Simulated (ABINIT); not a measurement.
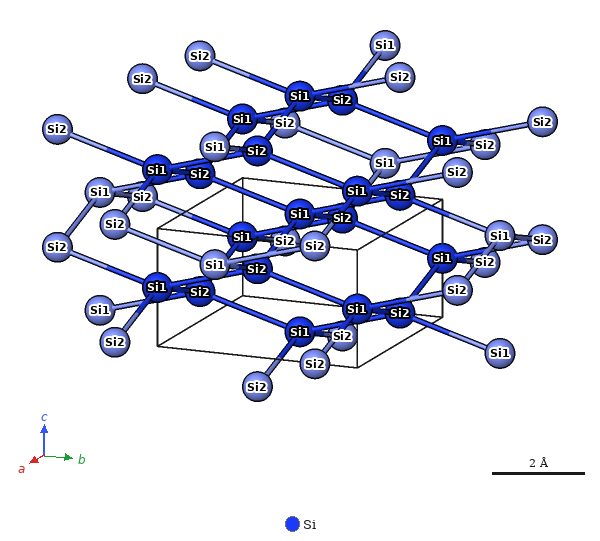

Figure 1. The structure as given in the input (ball-and-stick view of the cell 2 times as large as that of the calculation, set on its symmetry axes, repeated 1 × 1 × 2, seen slightly off an axis; neighbours outside the cell are drawn fainter; atoms are numbered from 1 in the order of the input).

Geometry relaxation, with input and output: Si (part 1 of 2)

System: Si (2 atoms in the cell).
Method: Kohn-Sham DFT of a periodic cell, LDA, PseudoDojo NC SR LDA v0.4.1 standard, no spin polarisation (ABINIT 10.8.3).

The structure derives from a Materials Project entry.

## Input file
```
pp_dirpath "./"
pseudos "Si.upf"

acell 6.8171093202 6.8171093202 6.8171093202
rprim
    -0.6573525500     0.6573525500     0.3684769329
     0.6573525500    -0.6573525500     0.3684769329
     0.6573525500     0.6573525500    -0.3684769329
ntypat 1
znucl 14
natom 2
typat 1 1
chkprim 0
chksymtnons 0
tolsym 1.0e-6
xred
            1/2            1/2            0.0
            1/4            3/4            1/2

ecut 435.382180 eV
ecutsm 0.5

kptopt 1
ngkpt 8 8 8
nshiftk 1
shiftk 0.0 0.0 0.0

ixc 7

nband 8
occopt 3
tsmear 0.05 eV

nstep 80
tolvrs 1.0e-12

iomode 3
prteig 0
prtebands 0
prtwf 0
prtden 0

ionmov 2
optcell 2
ntime 50
tolmxf 2.0e-5
dilatmx 1.08
```

Launch command:
```bash
abinit run.abi > log 2>&1
```

## Log
```
.Version 10.8.3 of ABINIT
 Symmetries : space group I4_1/a m d (#141); Bravais tI (body-center tetrag.)
================================================================================
 Values of the parameters that define the memory need of the present run
     intxc =       0    ionmov =       2      iscf =       7    lmnmax =       6
     lnmax =       6     mgfft =      30  mpssoang =       3    mqgrid =    3001
     natom =       2  nloc_mem =       1    nspden =       1   nspinor =       1
    nsppol =       1      nsym =      16    n1xccc =    2501    ntypat =       1
    occopt =       3   xclevel =       1
       mpw =         793          nfft =       27000          nkpt =          59
================================================================================
================================================================================

--------------------------------------------------------------------------------
------------- Echo of variables that govern the present computation ------------
--------------------------------------------------------------------------------
 -outvars: echo values of preprocessed input variables --------
            acell      6.8171093202E+00  6.8171093202E+00  6.8171093202E+00 Bohr
              amu      2.80855000E+01
          chkprim           0
      chksymtnons           0
          dilatmx      1.08000000E+00
             ecut      1.60000000E+01 Hartree
           ecutsm      5.00000000E-01 Hartree
           ionmov           2
                       outvar_i_n : Printing only first  50 k-points.
              ixc           7
                       outvar_i_n : Printing only first  50 k-points.
         kptrlatt        8    0    0      0    8    0      0    0    8
          kptrlen      4.01911605E+01
            natom           2
            nband           8
            ngfft          30      30      30
             nkpt          59
            nstep          80
             nsym          16
            ntime          50
           ntypat           1
                       prtocc : prtvol=0, do not print more k-points.
           occopt           3
          optcell           2
           prtden           0
        prtebands           0
           prteig           0
            prtwf           0
            rprim     -6.5735255000E-01  6.5735255000E-01  3.6847693290E-01
                       6.5735255000E-01 -6.5735255000E-01  3.6847693290E-01
                       6.5735255000E-01  6.5735255000E-01 -3.6847693290E-01
          spgroup         141
           tolmxf      2.00000000E-05
           tolsym      1.00000000E-06
           tolvrs      1.00000000E-12
           tsmear      1.83746611E-03 Hartree
            typat      1  1
                       outvars : Printing only first  50 k-points.
           xangst     -3.8271464984E-17 -3.8271464984E-17  1.3292653888E+00
                       2.3713723030E+00  2.3500188930E-16  6.6463269442E-01
            xcart     -7.2322587257E-17 -7.2322587257E-17  2.5119475336E+00
                       4.4812441953E+00  4.4408920985E-16  1.2559737668E+00
             xred      5.0000000000E-01  5.0000000000E-01 -1.6138952511E-17
                       2.5000000000E-01  7.5000000000E-01  5.0000000000E-01
            znucl       14.00000

================================================================================

 chkinp: Checking input parameters for consistency.

================================================================================
== DATASET  1 ==================================================================

--- !DatasetInfo
iteration_state: {dtset: 1, }
dimensions: {natom: 2, nkpt: 59, mband: 8, nsppol: 1, nspinor: 1, nspden: 1, mpw: 793, }
cutoff_energies: {ecut:  16.0, pawecutdg:  -1.0, }
electrons: {nelect:   8.00000000E+00, charge:   0.00000000E+00, occopt:   3.00000000E+00, tsmear:   1.83746611E-03, }
meta: {optdriver: 0, ionmov: 2, optcell: 2, iscf: 7, paral_kgb: 0, }
...

 Exchange-correlation functional for the present dataset will be:
  LDA: Perdew-Wang 92 LSD fit to Ceperley-Alder data - ixc=7
  J.P.Perdew and Y.Wang, PRB 45, 13244 (1992)

 Real(R)+Recip(G) space primitive vectors, cartesian coordinates (Bohr,Bohr^-1):
 R(1)= -4.4812442  4.4812442  2.5119475  G(1)=  0.0000000  0.1115762  0.1990487
 R(2)=  4.4812442 -4.4812442  2.5119475  G(2)=  0.1115762  0.0000000  0.1990487
 R(3)=  4.4812442  4.4812442 -2.5119475  G(3)=  0.1115762  0.1115762  0.0000000
 Unit cell volume ucvol=  2.0177520E+02 bohr^3
 Angles (23,13,12)=  9.78034512E+01  9.78034512E+01  1.36756567E+02 degrees

 getcut: wavevector=  0.0000  0.0000  0.0000  ngfft=  30  30  30
         ecut(hartree)=     18.662   => boxcut(ratio)=   2.26299

 getcut : COMMENT -
  Note that boxcut > 2.2 ; recall that boxcut=Gcut(box)/Gcut(sphere) = 2
  is sufficient for exact treatment of convolution.
  Such a large boxcut is a waste : you could raise ecut
  e.g. ecut=   23.893173 Hartrees makes boxcut=2

--- Pseudopotential description ------------------------------------------------
- pspini: atom type   1  psp file is ./Si.upf
  14.00000   4.00000  180309                  znucl, zion, pspdat
12 -1012 2 -1 1510                            pspcod,pspxc,lmax,lloc,mmax
     nproj     2     2     2

   1.06720633E+02                                ecore*ucvol(ha*bohr**3)
--------------------------------------------------------------------------------

================================================================================

=== [ionmov= 2] Broyden-Fletcher-Goldfarb-Shanno method (forces)
================================================================================

--- Iteration: ( 1/50) Internal Cycle: (1/1)
--------------------------------------------------------------------------------

---SELF-CONSISTENT-FIELD CONVERGENCE--------------------------------------------

--- !BeginCycle
iteration_state: {dtset: 1, itime: 1, icycle: 1, }
solver: {iscf: 7, nstep: 80, nline: 4, wfoptalg: 0, }
tolerances: {tolvrs: 1.00E-12, }
...

     iter   Etot(hartree)      deltaE(h)  residm     vres2
 ETOT  1  -8.5058290180016    -8.506E+00 3.138E-02 7.457E-01
 ETOT  2  -8.5095116951717    -3.683E-03 5.026E-03 1.367E-02
 ETOT  3  -8.5095134441568    -1.749E-06 7.634E-04 8.559E-05
 ETOT  4  -8.5095134603751    -1.622E-08 4.323E-04 5.014E-07
 ETOT  5  -8.5095134604456    -7.051E-11 1.416E-04 2.135E-09
 ETOT  6  -8.5095134604459    -3.144E-13 1.182E-04 2.385E-12
 ETOT  7  -8.5095134604459    -1.066E-14 1.124E-04 9.157E-15

 At SCF step    7       vres2   =  9.16E-15 < tolvrs=  1.00E-12 =>converged.

 Cartesian components of stress tensor (hartree/bohr^3)
  sigma(1 1)=  4.71262315E-05  sigma(3 2)=  0.00000000E+00
  sigma(2 2)=  4.71262315E-05  sigma(3 1)=  0.00000000E+00
  sigma(3 3)=  1.92139673E-07  sigma(2 1)=  0.00000000E+00

--- !ResultsGS
iteration_state: {dtset: 1, itime: 1, icycle: 1, }
comment   : Summary of ground state results
lattice_vectors:
- [ -4.4812442,   4.4812442,   2.5119475, ]
- [  4.4812442,  -4.4812442,   2.5119475, ]
- [  4.4812442,   4.4812442,  -2.5119475, ]
lattice_lengths: [   6.81711,    6.81711,    6.81711, ]
lattice_angles: [ 97.803,  97.803, 136.757, ] # degrees, (23, 13, 12)
lattice_volume:   2.0177520E+02
convergence: {deltae: -1.066E-14, res2:  9.157E-15, residm:  1.124E-04, diffor: null, }
etotal    :  -8.50951346E+00
entropy   :   0.00000000E+00
fermie    :   2.92802690E-01
cartesian_stress_tensor: # hartree/bohr^3
- [  4.71262315E-05,   0.00000000E+00,   0.00000000E+00, ]
- [  0.00000000E+00,   4.71262315E-05,   0.00000000E+00, ]
- [  0.00000000E+00,   0.00000000E+00,   1.92139673E-07, ]
pressure_GPa:  -9.2622E-01
xred      :
- [  5.0000E-01,   5.0000E-01,  -1.6139E-17, Si]
- [  2.5000E-01,   7.5000E-01,   5.0000E-01, Si]
cartesian_forces: # hartree/bohr
- [ -0.00000000E+00,  -0.00000000E+00,  -0.00000000E+00, ]
- [ -0.00000000E+00,  -0.00000000E+00,  -0.00000000E+00, ]
force_length_stats: {min:   0.00000000E+00, max:   0.00000000E+00, mean:   0.00000000E+00, }
...

 Integrated electronic density in atomic spheres:
 ------------------------------------------------
 Atom  Sphere_radius  Integrated_density
    1        2.00000          1.74809575
    2        2.00000          1.75850331

---OUTPUT-----------------------------------------------------------------------

 Cartesian coordinates (xcart) [bohr]
 -7.23225872571324E-17 -7.23225872571324E-17  2.51194753355130E+00
  4.48124419526224E+00  4.44089209850063E-16  1.25597376677565E+00
 Reduced coordinates (xred)
  5.00000000000000E-01  5.00000000000000E-01 -1.61389525109109E-17
  2.50000000000000E-01  7.50000000000000E-01  5.00000000000000E-01
 Cartesian forces (fcart) [Ha/bohr]; max,rms= 0.00000E+00 0.00000E+00 (free atoms)
 -0.00000000000000E+00 -0.00000000000000E+00 -0.00000000000000E+00
 -0.00000000000000E+00 -0.00000000000000E+00 -0.00000000000000E+00
 Gradient of E wrt nuclear positions in reduced coordinates (gred)
 -0.00000000000000E+00 -0.00000000000000E+00 -0.00000000000000E+00
 -0.00000000000000E+00 -0.00000000000000E+00 -0.00000000000000E+00
 Scale of Primitive Cell (acell) [bohr]
  6.81710932020000E+00  6.81710932020000E+00  6.81710932020000E+00
 Real space primitive translations (rprimd) [bohr]
 -4.48124419526224E+00  4.48124419526224E+00  2.51194753355130E+00
  4.48124419526224E+00 -4.48124419526224E+00  2.51194753355130E+00
  4.48124419526224E+00  4.48124419526224E+00 -2.51194753355130E+00
 Unitary Cell Volume (ucvol) [Bohr^3]=  2.01775195323164E+02
 Angles (23,13,12)= [degrees]
  9.78034512220752E+01  9.78034512220752E+01  1.36756567165822E+02
 Lengths [Bohr]
  6.81710932041268E+00  6.81710932041268E+00  6.81710932041268E+00
 Stress tensor in cartesian coordinates (strten) [Ha/bohr^3]
  4.71262315374487E-05  0.00000000000000E+00  0.00000000000000E+00
  0.00000000000000E+00  4.71262315374487E-05  0.00000000000000E+00
  0.00000000000000E+00  0.00000000000000E+00  1.92139672504452E-07
 Total energy (etotal) [Ha]= -8.50951346044590E+00

--- Iteration: ( 2/50) Internal Cycle: (1/1)
--------------------------------------------------------------------------------

---SELF-CONSISTENT-FIELD CONVERGENCE--------------------------------------------

--- !BeginCycle
iteration_state: {dtset: 1, itime: 2, icycle: 1, }
solver: {iscf: 7, nstep: 80, nline: 4, wfoptalg: 0, }
tolerances: {tolvrs: 1.00E-12, }
...

     iter   Etot(hartree)      deltaE(h)  residm     vres2
 ETOT  1  -8.5095352001581    -8.510E+00 4.035E-03 1.211E-03
 ETOT  2  -8.5095355471681    -3.470E-07 1.187E-03 4.847E-06
 ETOT  3  -8.5095355480630    -8.949E-10 6.876E-04 3.995E-08
 ETOT  4  -8.5095355480693    -6.303E-12 3.632E-04 5.477E-11
 ETOT  5  -8.5095355480693     4.086E-14 2.120E-04 2.942E-13

 At SCF step    5       vres2   =  2.94E-13 < tolvrs=  1.00E-12 =>converged.

 Cartesian components of stress tensor (hartree/bohr^3)
  sigma(1 1)=  3.03453338E-05  sigma(3 2)=  0.00000000E+00
  sigma(2 2)=  3.03453338E-05  sigma(3 1)=  0.00000000E+00
  sigma(3 3)= -2.25321130E-06  sigma(2 1)=  0.00000000E+00

--- !ResultsGS
iteration_state: {dtset: 1, itime: 2, icycle: 1, }
comment   : Summary of ground state results
lattice_vectors:
- [ -4.4749087,   4.4749087,   2.5119331, ]
- [  4.4749087,  -4.4749087,   2.5119331, ]
- [  4.4749087,   4.4749087,  -2.5119331, ]
lattice_lengths: [   6.80878,    6.80878,    6.80878, ]
lattice_angles: [ 97.823,  97.823, 136.701, ] # degrees, (23, 13, 12)
lattice_volume:   2.0120390E+02
convergence: {deltae:  4.086E-14, res2:  2.942E-13, residm:  2.120E-04, diffor: null, }
etotal    :  -8.50953555E+00
entropy   :   0.00000000E+00
fermie    :   2.94002084E-01
cartesian_stress_tensor: # hartree/bohr^3
- [  3.03453338E-05,   0.00000000E+00,   0.00000000E+00, ]
- [  0.00000000E+00,   3.03453338E-05,   0.00000000E+00, ]
- [  0.00000000E+00,   0.00000000E+00,  -2.25321130E-06, ]
pressure_GPa:  -5.7310E-01
xred      :
- [  5.0000E-01,   5.0000E-01,  -1.6139E-17, Si]
- [  2.5000E-01,   7.5000E-01,   5.0000E-01, Si]
cartesian_forces: # hartree/bohr
- [ -0.00000000E+00,  -0.00000000E+00,  -0.00000000E+00, ]
- [ -0.00000000E+00,  -0.00000000E+00,  -0.00000000E+00, ]
force_length_stats: {min:   0.00000000E+00, max:   0.00000000E+00, mean:   0.00000000E+00, }
...

 Integrated electronic density in atomic spheres:
 ------------------------------------------------
 Atom  Sphere_radius  Integrated_density
    1        2.00000          1.75228356
    2        2.00000          1.76160765

---OUTPUT-----------------------------------------------------------------------

 Cartesian coordinates (xcart) [bohr]
 -7.22203385273584E-17 -7.22203385273584E-17  2.51193305420801E+00
  4.47490867071658E+00 -8.88178419700125E-16  1.25596652710400E+00
 Reduced coordinates (xred)
  5.00000000000000E-01  5.00000000000000E-01 -1.61389525109109E-17
  2.50000000000000E-01  7.50000000000000E-01  5.00000000000000E-01
 Cartesian forces (fcart) [Ha/bohr]; max,rms= 0.00000E+00 0.00000E+00 (free atoms)
 -0.00000000000000E+00 -0.00000000000000E+00 -0.00000000000000E+00
 -0.00000000000000E+00 -0.00000000000000E+00 -0.00000000000000E+00
 Gradient of E wrt nuclear positions in reduced coordinates (gred)
 -0.00000000000000E+00 -0.00000000000000E+00 -0.00000000000000E+00
 -0.00000000000000E+00 -0.00000000000000E+00 -0.00000000000000E+00
 Scale of Primitive Cell (acell) [bohr]
  6.80877543258196E+00  6.80877543258196E+00  6.80877543258196E+00
 Real space primitive translations (rprimd) [bohr]
 -4.47490867071658E+00  4.47490867071658E+00  2.51193305420801E+00
  4.47490867071658E+00 -4.47490867071658E+00  2.51193305420801E+00
  4.47490867071658E+00  4.47490867071658E+00 -2.51193305420801E+00
 Unitary Cell Volume (ucvol) [Bohr^3]=  2.01203904571465E+02
 Angles (23,13,12)= [degrees]
  9.78225944049666E+01  9.78225944049666E+01  1.36701229960516E+02
 Lengths [Bohr]
  6.80877543258196E+00  6.80877543258196E+00  6.80877543258196E+00
 Stress tensor in cartesian coordinates (strten) [Ha/bohr^3]
  3.03453338377706E-05  0.00000000000000E+00  0.00000000000000E+00
  0.00000000000000E+00  3.03453338377706E-05  0.00000000000000E+00
  0.00000000000000E+00  0.00000000000000E+00 -2.25321130009485E-06
 Total energy (etotal) [Ha]= -8.50953554806927E+00

 Difference of energy with previous step (new-old):
           Absolute (Ha)=-2.20876E-05
           Relative     =-2.59564E-06

--- Iteration: ( 3/50) Internal Cycle: (1/1)
--------------------------------------------------------------------------------

---SELF-CONSISTENT-FIELD CONVERGENCE--------------------------------------------

--- !BeginCycle
iteration_state: {dtset: 1, itime: 3, icycle: 1, }
solver: {iscf: 7, nstep: 80, nline: 4, wfoptalg: 0, }
tolerances: {tolvrs: 1.00E-12, }
...

     iter   Etot(hartree)      deltaE(h)  residm     vres2
 ETOT  1  -8.5095500964981    -8.510E+00 2.902E-05 4.452E-03
 ETOT  2  -8.5095513756362    -1.279E-06 1.054E-05 1.649E-05
 ETOT  3  -8.5095513787623    -3.126E-09 1.977E-06 1.340E-07
 ETOT  4  -8.5095513787831    -2.081E-11 6.076E-06 2.140E-10
 ETOT  5  -8.5095513787832    -6.040E-14 1.121E-06 1.127E-12
 ETOT  6  -8.5095513787831     1.776E-14 3.497E-06 3.493E-15

 At SCF step    6       vres2   =  3.49E-15 < tolvrs=  1.00E-12 =>converged.
```
